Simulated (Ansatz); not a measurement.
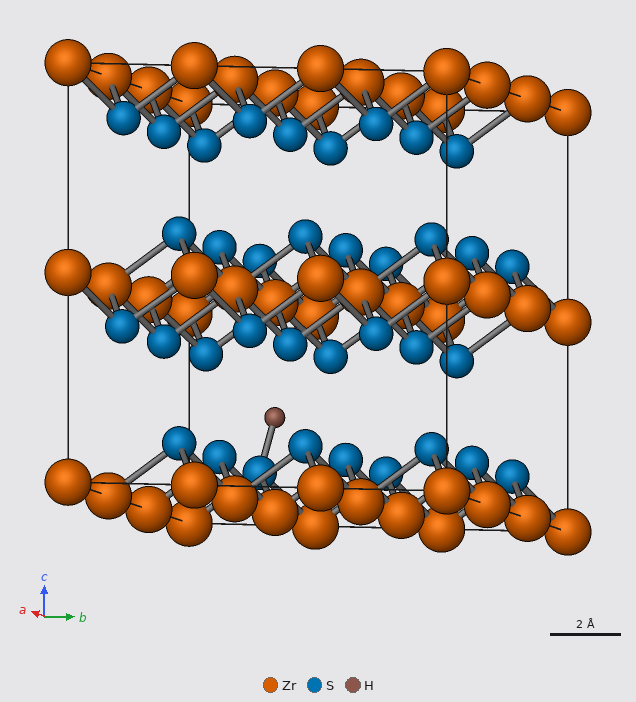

Fig. 1: The structure as given in the input (ball-and-stick view of the cell of the calculation, seen at an oblique angle). An atom can appear more than once, as a periodic image.

## Zr18HS36: geometry relaxation (part 1 of 4)

System: Zr18HS36 (defect cell, 55 atoms in the cell).
Method: DFT PBE, scalar-relativistic, plane waves, PAW, spin-polarised (Ansatz 0.2.0).

The structure derives from a Materials Project entry.

Input file:
```yaml
crystal:
  lattice:
    - [11.074148, 0.0, 0.0]
    - [-5.537074, 9.590493, 0.0]
    - [0.0, 0.0, 12.082154]
  atoms:
    - { symbol: Zr, position: [0.0, 0.0, 0.0] }
    - { symbol: Zr, position: [0.0, 0.0, 0.5] }
    - { symbol: Zr, position: [0.0, 0.333333, 0.0] }
    - { symbol: Zr, position: [0.0, 0.333333, 0.5] }
    - { symbol: Zr, position: [0.0, 0.666667, 0.0] }
    - { symbol: Zr, position: [0.0, 0.666667, 0.5] }
    - { symbol: Zr, position: [0.333333, 0.0, 0.0] }
    - { symbol: Zr, position: [0.333333, 0.0, 0.5] }
    - { symbol: Zr, position: [0.333333, 0.333333, 0.0] }
    - { symbol: Zr, position: [0.333333, 0.333333, 0.5] }
    - { symbol: Zr, position: [0.333333, 0.666667, 0.0] }
    - { symbol: Zr, position: [0.333333, 0.666667, 0.5] }
    - { symbol: Zr, position: [0.666667, 0.0, 0.0] }
    - { symbol: Zr, position: [0.666667, 0.0, 0.5] }
    - { symbol: Zr, position: [0.666667, 0.333333, 0.0] }
    - { symbol: Zr, position: [0.666667, 0.333333, 0.5] }
    - { symbol: Zr, position: [0.666667, 0.666667, 0.0] }
    - { symbol: Zr, position: [0.666667, 0.666667, 0.5] }
    - { symbol: S, position: [0.2177119649, 0.1140169675, 0.383828861] }
    - { symbol: S, position: [0.222222, 0.111111, 0.881045] }
    - { symbol: S, position: [0.2234143598, 0.4450966791, 0.3841928544], spin: 0.5 }
    - { symbol: S, position: [0.222222, 0.444444, 0.881045] }
    - { symbol: S, position: [0.222222, 0.777778, 0.381045] }
    - { symbol: S, position: [0.222222, 0.777778, 0.881045] }
    - { symbol: S, position: [0.555556, 0.111111, 0.381045] }
    - { symbol: S, position: [0.555556, 0.111111, 0.881045] }
    - { symbol: S, position: [0.555556, 0.444444, 0.381045] }
    - { symbol: S, position: [0.555556, 0.444444, 0.881045] }
    - { symbol: S, position: [0.555556, 0.777778, 0.381045] }
    - { symbol: S, position: [0.555556, 0.777778, 0.881045] }
    - { symbol: S, position: [0.8858713594, 0.1064599585, 0.3847638392], spin: 0.5 }
    - { symbol: S, position: [0.888889, 0.111111, 0.881045] }
    - { symbol: S, position: [0.888889, 0.444444, 0.381045] }
    - { symbol: S, position: [0.888889, 0.444444, 0.881045] }
    - { symbol: S, position: [0.888889, 0.777778, 0.381045] }
    - { symbol: S, position: [0.888889, 0.777778, 0.881045] }
    - { symbol: S, position: [0.1100040893, 0.221470223, 0.1140061127], spin: 0.5 }
    - { symbol: S, position: [0.111111, 0.222222, 0.618955] }
    - { symbol: S, position: [0.111111, 0.555556, 0.118955] }
    - { symbol: S, position: [0.111111, 0.555556, 0.618955] }
    - { symbol: S, position: [0.111111, 0.888889, 0.118955] }
    - { symbol: S, position: [0.111111, 0.888889, 0.618955] }
    - { symbol: S, position: [0.444444, 0.222222, 0.118955] }
    - { symbol: S, position: [0.444444, 0.222222, 0.618955] }
    - { symbol: S, position: [0.444444, 0.555556, 0.118955] }
    - { symbol: S, position: [0.444444, 0.555556, 0.618955] }
    - { symbol: S, position: [0.444444, 0.888889, 0.118955] }
    - { symbol: S, position: [0.444444, 0.888889, 0.618955] }
    - { symbol: S, position: [0.777778, 0.222222, 0.118955] }
    - { symbol: S, position: [0.777778, 0.222222, 0.618955] }
    - { symbol: S, position: [0.777778, 0.555556, 0.118955] }
    - { symbol: S, position: [0.777778, 0.555556, 0.618955] }
    - { symbol: S, position: [0.777778, 0.888889, 0.118955] }
    - { symbol: S, position: [0.777778, 0.888889, 0.618955] }
    - { symbol: H, position: [0.0889885998, 0.2545479241, 0.2484928885], spin: 0.5 }
magnetization:
  spin_polarized: true
basis:
  ecutwfc: 420
  fft_grid_basis: typed
kpoints:
  mp_grid: { grid: [3, 3, 1] }
hamiltonian:
  xc: pbe
  pseudopotentials: { kind: paw }
scf:
  occupations: { method: gaussian, width: 0.05 }
output:
  forces: true
  stress: false
  eigenvalues: false
  bader: false
  write_density: false
  volumetric_format: npy
  populations: true
relax:
  adjacent_minimum: "off"
  max_steps: 30
  f_tol: 0.05
```

Run on 8 threads of Arm Neoverse N1, 98 GiB of memory available, shared host.

Command:
```bash
ansatz run input.yaml --threads 8 --pin off --max-ram 16384MiB --backend cpu --events-out ev --progress --plain --runs-dir out
```

Output:
```
settings of this run that can trade accuracy for cost: output.eigenvalues: false. Do not mix this run's numbers with those of runs without the same settings; the input reference describes each key
Engine: ansatz 0.2.0, aarch64-unknown-linux-gnu
Pseudopotentials: kind: paw
Pseudopotential: Zr, paw, valence charge 12, recommended cutoff 420 eV (normal), Zr.paw.azcp
Pseudopotential: S, paw, valence charge 6, recommended cutoff 420 eV (normal), S.paw.azcp
Pseudopotential: H, paw, valence charge 1, recommended cutoff 420 eV (normal), H.paw.azcp
Functional definition: PBE
  parameter kappa = 0.804
  parameter beta = 0.06672455060314922
  exchange = pbe_x(kappa = kappa, mu = beta*pi^2/3)
  correlation = pbe_c(beta = beta)
Crystal: 55 atoms, lattice volume = 1283.204 Å³
Basis set: ecut = 420 eV, 25067 PW (Γ), exchange–correlation on 150×150×162 points (8 copies of the dense FFT grid, shifted against one another)
Bands: 273, of which v1, the nominal top of the filled ones, is band 217 counted from 1 (216 counted from 0)
Symmetry: 1 space group operations
Space group: P1 (ITA 1), of the structure as read, at distance tolerance 1.1e-4 Å
Magnetic group: BNS 1.1 (UNI 1), of the structure as read, at distance tolerance 1.1e-4 Å
k-points: 5 of 9 (time reversal used)
Non-local potential: Zr, projectors of the file, l = 0: 3, l = 1: 2, l = 2: 2, l = 3: 2
Non-local potential: S, projectors of the file, l = 0: 2, l = 1: 2, l = 2: 2
Non-local potential: H, projectors of the file, l = 0: 2, l = 1: 1
PAW form: soft (Blöchl's): semilocal exchange-correlation on the pseudo side does not see the compensation charge
PAW one-centre angular grid: Zr, 590 points (default); XC on 64 Gauss nodes
PAW one-centre angular grid: S, 110 points (default); XC on 64 Gauss nodes
PAW one-centre angular grid: H, 110 points (default); XC on 64 Gauss nodes
Starting moments: Σ|m| = 2 μB on 4 of 55 sites
Initial wavefunctions: pseudopotential atomic-orbital guess
Functional: x = pbe(κ = 0.804, μ = 0.2195149727645171), c = pbe(β = 0.06672455060314922)
SCF iter   1: F=—  HF=-107899.794860 eV  |F-HF|=—  |Δ(HF+E_count)|=         —  Δρ=2.36e-2 (↑2.36e-2 ↓2.27e-2)  dr2=9.25e1  dr2_m=1.55e-1  M=0.424 μB ∫|m|=0.795 μB  β_m=0.30  ethr=3.10e-3  ⟨swp⟩=6.0  Hψ=10724  notcnv=0  defer=9
Mixer restart at iter 1: flushing history
preconditioner: auto → Kerker (q_TF=auto, 2.276 Å⁻¹)  [metal: Δε(μ)=0.006 eV  Ē_g=6.821 eV  σ=0.050 eV  W_gap=0.07  n_scr=242 (ndim 8)  ℏωp=17.6 eV  f_vac=0.004  D(μ)=13.88/eV (n_scr^D=58)]
spin=Collinear: Kerker preconditioning applied to the charge; magnetization (m = ρ↑ − ρ↓) channel mixes plain (no charge-response kernel on spin).
SCF iter   2: F=—  HF=-107890.987371 eV  |F-HF|=—  |Δ(HF+E_count)|=    8.81e0  Δρ=1.65e-2 (↑1.65e-2 ↓1.60e-2)  dr2=4.80e1  dr2_m=9.02e-2  M=0.407 μB ∫|m|=0.689 μB  β_m=0.63  ethr=3.10e-3  ⟨swp⟩=3.0  Hψ=4336  notcnv=0  defer=448
SCF iter   3: F=—  HF=-107882.257401 eV  |F-HF|=—  |Δ(HF+E_count)|=    8.73e0  Δρ=4.42e-3 (↑4.31e-3 ↓4.42e-3)  dr2=4.38e0  dr2_m=2.30e-3  M=0.397 μB ∫|m|=0.489 μB  β_m=0.72  ethr=3.10e-3  ⟨swp⟩=2.6  Hψ=3981  notcnv=0  defer=448
SCF iter   4: F=—  HF=-107881.553292 eV  |F-HF|=—  |Δ(HF+E_count)|=   7.04e-1  Δρ=2.19e-3 (↑2.19e-3 ↓2.14e-3)  dr2=6.68e-1  dr2_m=4.80e-4  M=0.402 μB ∫|m|=0.463 μB  β_m=0.86  ethr=1.01e-3  ⟨swp⟩=2.5  Hψ=4167  notcnv=0  defer=458
SCF iter   5: F=—  HF=-107881.609274 eV  |F-HF|=—  |Δ(HF+E_count)|=   5.60e-2  Δρ=7.51e-4 (↑7.35e-4 ↓7.51e-4)  dr2=6.84e-2  dr2_m=2.64e-5  M=0.401 μB ∫|m|=0.460 μB  β_m=0.93  ethr=1.54e-4  ⟨swp⟩=2.0  Hψ=3897  notcnv=0  defer=459
SCF iter   6: F=—  HF=-107881.657494 eV  |F-HF|=—  |Δ(HF+E_count)|=         —  Δρ=2.30e-4 (↑2.24e-4 ↓2.30e-4)  dr2=5.17e-3  dr2_m=6.79e-6  M=0.395 μB ∫|m|=0.450 μB  β_m=0.93  ethr=1.58e-5  ⟨swp⟩=2.0  Hψ=3965  notcnv=0  defer=459
SCF iter   7: F=—  HF=-107881.662619 eV  |F-HF|=—  |Δ(HF+E_count)|=   5.12e-3  Δρ=9.34e-5 (↑9.34e-5 ↓9.29e-5)  dr2=1.10e-3  dr2_m=6.06e-7  M=0.393 μB ∫|m|=0.446 μB  β_m=0.96  ethr=1.19e-6  ⟨swp⟩=2.0  Hψ=3893  notcnv=0  defer=459
SCF iter   8: F=—  HF=-107881.664011 eV  |F-HF|=—  |Δ(HF+E_count)|=   1.39e-3  Δρ=3.43e-5 (↑3.42e-5 ↓3.43e-5)  dr2=2.94e-4  dr2_m=5.38e-8  M=0.391 μB ∫|m|=0.443 μB  β_m=0.98  ethr=2.54e-7  ⟨swp⟩=2.0  Hψ=4166  notcnv=0  defer=459
SCF iter   9: F=—  HF=-107881.664099 eV  |F-HF|=—  |Δ(HF+E_count)|=   8.84e-5  Δρ=1.55e-5 (↑1.55e-5 ↓1.49e-5)  dr2=9.34e-5  dr2_m=6.05e-8  M=0.389 μB ∫|m|=0.441 μB  β_m=0.99  ethr=6.80e-8  ⟨swp⟩=2.0  Hψ=3816  notcnv=0  defer=459
SCF iter  10: F=-107881.664077 eV  HF=-107881.664106 eV  |F-HF|=2.92e-5  |Δ(HF+E_count)|=   6.89e-6  Δρ=7.32e-6 (↑6.83e-6 ↓7.32e-6)  dr2=3.45e-5  dr2_m=5.55e-8  M=0.388 μB ∫|m|=0.439 μB  ethr=1.44e-8  ⟨swp⟩=1.7  Hψ=7136  notcnv=0
SCF 1 converged in 10 iterations: F = -107881.664077 eV  dr2 = 3.45e-5
  greatest PAW one-centre occupation: 0.995 electrons in one spin orbital (limit 2), on the Zr atom at site 0 (counted from 0), in its partial waves of l = 0
relax step   1: F+E_penalty+E_count = -107881.66407660 eV  Δ(F+E_penalty+E_count) = +0.000e0 eV  max|allowed force component| = 3.391e0 eV/Å  Δτ_max = 0.0000 Å  (10 SCF iters, dr2 threshold 6.25e-5 eV, accepted)
Initial density: handed on by an earlier stage of this run
Starting moments: Σ|m| = 2 μB on 4 of 55 sites; this step starts from the density that it was given
Initial wavefunctions: those handed on with the density
iter 1 solved again at ethr=1.72e-4 eV; its pass at ethr=3.10e-3 eV (dr2=7.47e-1 eV) is discarded
SCF iter   1: F=—  HF=-107882.504316 eV  |F-HF|=—  |Δ(HF+E_count)|=         —  Δρ=3.05e-3 (↑2.80e-3 ↓3.05e-3)  dr2=7.46e-1  dr2_m=1.82e-2  M=0.098 μB ∫|m|=0.235 μB  β_m=0.30  ethr=1.72e-4  ⟨swp⟩=1.0  Hψ=10512  notcnv=0  defer=432
preconditioner: auto → Resta (q_TF=auto, 2.276 Å⁻¹)  ε∞=6.9  [insulator: Δε(μ)=0.056 eV  Ē_g=7.258 eV  σ=0.050 eV  W_gap=0.52  n_scr=242 (ndim 8)  ℏωp=17.6 eV  f_vac=0.025  D(μ)=12.54/eV (n_scr^D=58)  ε∞_Penn≈6.9]
spin=Collinear: Resta preconditioning applied to the charge; magnetization (m = ρ↑ − ρ↓) channel mixes plain (no charge-response kernel on spin).
SCF iter   2: F=—  HF=-107882.445915 eV  |F-HF|=—  |Δ(HF+E_count)|=   5.84e-2  Δρ=2.13e-3 (↑1.89e-3 ↓2.13e-3)  dr2=2.27e-1  dr2_m=9.98e-3  M=0.128 μB ∫|m|=0.230 μB  β_m=0.51  ethr=1.72e-4  ⟨swp⟩=2.0  Hψ=2740  notcnv=0  defer=437
preconditioner: auto → Kerker (q_TF=auto, 2.276 Å⁻¹)  [metal: Δε(μ)=0.026 eV  Ē_g=7.254 eV  σ=0.050 eV  W_gap=0.28  n_scr=242 (ndim 8)  ℏωp=17.6 eV  f_vac=0.025  D(μ)=13.63/eV (n_scr^D=58)]
spin=Collinear: Kerker preconditioning applied to the charge; magnetization (m = ρ↑ − ρ↓) channel mixes plain (no charge-response kernel on spin).
SCF iter   3: F=—  HF=-107882.434302 eV  |F-HF|=—  |Δ(HF+E_count)|=   1.16e-2  Δρ=7.05e-4 (↑6.30e-4 ↓7.05e-4)  dr2=1.98e-2  dr2_m=1.34e-3  M=0.112 μB ∫|m|=0.165 μB  β_m=0.71  ethr=5.25e-5  ⟨swp⟩=2.0  Hψ=4215  notcnv=0  defer=442
SCF iter   4: F=—  HF=-107882.439254 eV  |F-HF|=—  |Δ(HF+E_count)|=   4.95e-3  Δρ=1.65e-4 (↑1.62e-4 ↓1.65e-4)  dr2=4.59e-3  dr2_m=6.24e-5  M=0.068 μB ∫|m|=0.095 μB  β_m=0.83  ethr=4.57e-6  ⟨swp⟩=2.0  Hψ=4541  notcnv=0  defer=442
SCF iter   5: F=—  HF=-107882.439384 eV  |F-HF|=—  |Δ(HF+E_count)|=   1.30e-4  Δρ=6.91e-5 (↑6.07e-5 ↓6.91e-5)  dr2=1.32e-3  dr2_m=1.17e-5  M=0.040 μB ∫|m|=0.056 μB  β_m=0.91  ethr=1.06e-6  ⟨swp⟩=2.0  Hψ=3853  notcnv=0  defer=442
SCF iter   6: F=—  HF=-107882.439375 eV  |F-HF|=—  |Δ(HF+E_count)|=   8.58e-6  Δρ=3.14e-5 (↑2.89e-5 ↓3.14e-5)  dr2=2.94e-4  dr2_m=2.21e-6  M=0.017 μB ∫|m|=0.024 μB  β_m=0.96  ethr=3.05e-7  ⟨swp⟩=2.0  Hψ=4069  notcnv=0  defer=442
SCF iter   7: F=-107882.439351 eV  HF=-107882.439380 eV  |F-HF|=2.86e-5  |Δ(HF+E_count)|=   4.23e-6  Δρ=1.17e-5 (↑1.08e-5 ↓1.17e-5)  dr2=4.29e-5  dr2_m=1.78e-7  M=0.005 μB ∫|m|=0.007 μB  ethr=2.31e-8  ⟨swp⟩=2.0  Hψ=7688  notcnv=0
WARN: the starting moments were not kept: the SCF closed with an absolute magnetisation of 6.8e-3 μB, where they sum to 2 μB in size (4 sites). That is at most 0.1 of that sum. Measured as dr2_m measures the in/out step, that magnetisation stands 5.3e-7 eV from none, at or under the dr2_threshold of 1.0e-4 eV: it is no larger than a step whose dr2_m would equal this threshold. The system may hold no moment; this SCF shows only that its start led to no more than that. This SCF took its magnetisation from the state that an earlier stage of the run handed on, and the starting moments (crystal.atoms[].spin, magnetization.per_species, magnetization.initial_magnetization, or on a non-collinear deck that types none of these the spinor_matrix: blocks that start its atoms; where the total moment is fixed, keep their sum and leave initial_magnetization as it is) reach it only through that state. Under a hybrid functional, moments that its semilocal warm-up loses can be held through it (magnetization.spin_locking: {lock_spins: true, release_at_the_exchange_loop: true}, refused in a deck that types no crystal.atoms[].spin or magnetization.per_species, and beside md: or magnetic_configurations:, beside output.atomic_orbital_hamiltonian at one k-point under exchange of full range, and beside output.current_voltage). To try another start, change the starting moments or, where the run itself opened from a saved state (the deck's checkpoint.read, a session's seed or a resume), run it without that state.
SCF 2 converged in 7 iterations: F = -107882.439351 eV  dr2 = 4.29e-5
  greatest PAW one-centre occupation: 0.995 electrons in one spin orbital (limit 2), on the Zr atom at site 8 (counted from 0), in its partial waves of l = 0
relax step   2: F+E_penalty+E_count = -107882.43935096 eV  Δ(F+E_penalty+E_count) = -7.753e-1 eV  max|allowed force component| = 1.615e0 eV/Å  Δτ_max = 0.1963 Å  (7 SCF iters, dr2 threshold 1.00e-4 eV, accepted)
SCF iter   1: F=—  HF=-107882.460624 eV  |F-HF|=—  |Δ(HF+E_count)|=         —  Δρ=2.59e-3 (↑1.60e-3 ↓2.59e-3)  dr2=1.41e-1  dr2_m=1.45e-2  M=-0.002 μB ∫|m|=0.053 μB  β_m=0.65  ethr=4.98e-4  ⟨swp⟩=4.0  Hψ=6943  notcnv=0  defer=397
preconditioner: auto → Resta (q_TF=auto, 2.276 Å⁻¹)  ε∞=6.9  [insulator: Δε(μ)=0.050 eV  Ē_g=7.277 eV  σ=0.050 eV  W_gap=0.51  n_scr=242 (ndim 8)  ℏωp=17.6 eV  f_vac=0.027  D(μ)=14.05/eV (n_scr^D=58)  ε∞_Penn≈6.9]
spin=Collinear: Resta preconditioning applied to the charge; magnetization (m = ρ↑ − ρ↓) channel mixes plain (no charge-response kernel on spin).
SCF iter   2: F=—  HF=-107882.531739 eV  |F-HF|=—  |Δ(HF+E_count)|=   7.11e-2  Δρ=1.03e-3 (↑5.98e-4 ↓1.03e-3)  dr2=1.54e-2  dr2_m=2.86e-3  M=-0.003 μB ∫|m|=0.028 μB  β_m=0.63  ethr=3.25e-5  ⟨swp⟩=2.5  Hψ=4502  notcnv=0  defer=442
preconditioner: auto → Kerker (q_TF=auto, 2.115 Å⁻¹)  [metal: Δε(μ)=0.046 eV  Ē_g=7.283 eV  σ=0.050 eV  W_gap=0.48  n_scr=212 (ndim 8)  ℏωp=17.6 eV  f_vac=0.026  D(μ)=14.24/eV (n_scr^D=70)]
spin=Collinear: Kerker preconditioning applied to the charge; magnetization (m = ρ↑ − ρ↓) channel mixes plain (no charge-response kernel on spin).
SCF iter   3: F=—  HF=-107882.548830 eV  |F-HF|=—  |Δ(HF+E_count)|=   1.71e-2  Δρ=2.19e-4 (↑1.52e-4 ↓2.19e-4)  dr2=1.38e-3  dr2_m=1.92e-4  M=-0.002 μB ∫|m|=0.011 μB  β_m=0.75  ethr=3.55e-6  ⟨swp⟩=3.0  Hψ=4184  notcnv=0  defer=442
SCF iter   4: F=—  HF=-107882.549567 eV  |F-HF|=—  |Δ(HF+E_count)|=   7.37e-4  Δρ=5.10e-5 (↑4.86e-5 ↓5.10e-5)  dr2=3.74e-4  dr2_m=1.01e-5  M=-0.001 μB ∫|m|=0.004 μB  β_m=0.84  ethr=3.19e-7  ⟨swp⟩=2.9  Hψ=4187  notcnv=0  defer=442
SCF iter   5: F=-107882.549562 eV  HF=-107882.549603 eV  |F-HF|=4.09e-5  |Δ(HF+E_count)|=   3.58e-5  Δρ=1.65e-5 (↑1.65e-5 ↓1.56e-5)  dr2=6.89e-5  dr2_m=3.03e-7  M=-0.001 μB ∫|m|=0.001 μB  ethr=2.31e-8  ⟨swp⟩=2.1  Hψ=8324  notcnv=0
the starting moments were not kept: the SCF closed with an absolute magnetisation of 1.3e-3 μB, where they sum to 2 μB in size (4 sites). That is at most 0.1 of that sum. Measured as dr2_m measures the in/out step, that magnetisation stands 5.4e-8 eV from none, at or under the dr2_threshold of 1.0e-4 eV: it is no larger than a step whose dr2_m would equal this threshold.
SCF 3 converged in 5 iterations: F = -107882.549562 eV  dr2 = 6.89e-5
relax step   3: F+E_penalty+E_count = -107882.54956202 eV  Δ(F+E_penalty+E_count) = -1.102e-1 eV  max|allowed force component| = 2.656e0 eV/Å  Δτ_max = 0.1948 Å  (5 SCF iters, dr2 threshold 1.00e-4 eV, accepted)
SCF iter   1: F=—  HF=-107882.639158 eV  |F-HF|=—  |Δ(HF+E_count)|=         —  Δρ=2.68e-3 (↑2.01e-3 ↓2.68e-3)  dr2=2.29e-1  dr2_m=1.47e-2  M=0.007 μB ∫|m|=0.067 μB  β_m=0.65  ethr=5.34e-4  ⟨swp⟩=4.1  Hψ=6852  notcnv=0  defer=420
preconditioner: auto → Kerker (q_TF=auto, 2.115 Å⁻¹)  [metal: Δε(μ)=0.044 eV  Ē_g=7.286 eV  σ=0.050 eV  W_gap=0.46  n_scr=212 (ndim 8)  ℏωp=17.6 eV  f_vac=0.028  D(μ)=14.54/eV (n_scr^D=70)]
spin=Collinear: Kerker preconditioning applied to the charge; magnetization (m = ρ↑ − ρ↓) channel mixes plain (no charge-response kernel on spin).
SCF iter   2: F=—  HF=-107882.665806 eV  |F-HF|=—  |Δ(HF+E_count)|=   2.66e-2  Δρ=1.12e-3 (↑7.85e-4 ↓1.12e-3)  dr2=3.84e-2  dr2_m=2.92e-3  M=0.005 μB ∫|m|=0.039 μB  β_m=0.65  ethr=5.29e-5  ⟨swp⟩=2.0  Hψ=3808  notcnv=0  defer=441
SCF iter   3: F=—  HF=-107882.675537 eV  |F-HF|=—  |Δ(HF+E_count)|=   9.73e-3  Δρ=1.68e-4 (↑1.35e-4 ↓1.68e-4)  dr2=4.30e-3  dr2_m=6.43e-5  M=0.004 μB ∫|m|=0.012 μB  β_m=0.79  ethr=8.86e-6  ⟨swp⟩=2.1  Hψ=4159  notcnv=0  defer=441
SCF iter   4: F=—  HF=-107882.675516 eV  |F-HF|=—  |Δ(HF+E_count)|=   2.16e-5  Δρ=5.77e-5 (↑5.75e-5 ↓5.77e-5)  dr2=1.30e-3  dr2_m=2.41e-6  M=0.002 μB ∫|m|=0.004 μB  β_m=0.89  ethr=9.92e-7  ⟨swp⟩=2.0  Hψ=4168  notcnv=0  defer=442
SCF iter   5: F=—  HF=-107882.675430 eV  |F-HF|=—  |Δ(HF+E_count)|=   8.54e-5  Δρ=2.52e-5 (↑2.22e-5 ↓2.52e-5)  dr2=2.57e-4  dr2_m=7.44e-7  M=0.001 μB ∫|m|=0.002 μB  β_m=0.95  ethr=2.99e-7  ⟨swp⟩=2.0  Hψ=4170  notcnv=0  defer=442
SCF iter   6: F=-107882.675413 eV  HF=-107882.675426 eV  |F-HF|=1.32e-5  |Δ(HF+E_count)|=   4.20e-6  Δρ=1.13e-5 (↑1.11e-5 ↓1.13e-5)  dr2=2.90e-5  dr2_m=8.25e-8  M=-0.000 μB ∫|m|=0.001 μB  ethr=2.31e-8  ⟨swp⟩=1.5  Hψ=6848  notcnv=0
the starting moments were not kept: the SCF closed with an absolute magnetisation of 5.0e-4 μB, where they sum to 2 μB in size (4 sites). That is at most 0.1 of that sum. Measured as dr2_m measures the in/out step, that magnetisation stands 1.4e-8 eV from none, at or under the dr2_threshold of 1.0e-4 eV: it is no larger than a step whose dr2_m would equal this threshold.
SCF 4 converged in 6 iterations: F = -107882.675413 eV  dr2 = 2.90e-5
```
